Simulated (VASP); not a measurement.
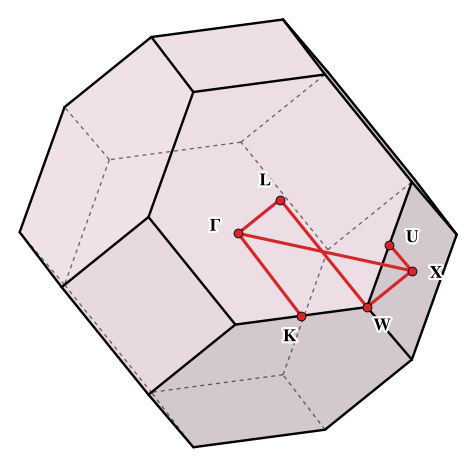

The figure shows the first Brillouin zone with its special points and a band path. Crystal: GaP, the end point of a relaxation with VASP Kohn-Sham DFT of a periodic cell, revPBE, VASP PAW PBE potentials, recommended (VASP 6.6.1). The drawing is computed from the coordinates (standard cell, symmetry found to 0.002 Å).

Labels and path follow the convention of Hinuma et al. (2017), as computed by seekpath.

Which Bravais lattice has this zone?

A face-centred cubic lattice (cF; extended symbol cF2). The zone is a truncated octahedron in its combinatorial type: 14 faces (6 with 4 edges, 8 with 6 edges), 36 edges, 24 vertices.

In which order does the conventional band path visit the special points?

Γ–X–U | K–Γ–L–W–X
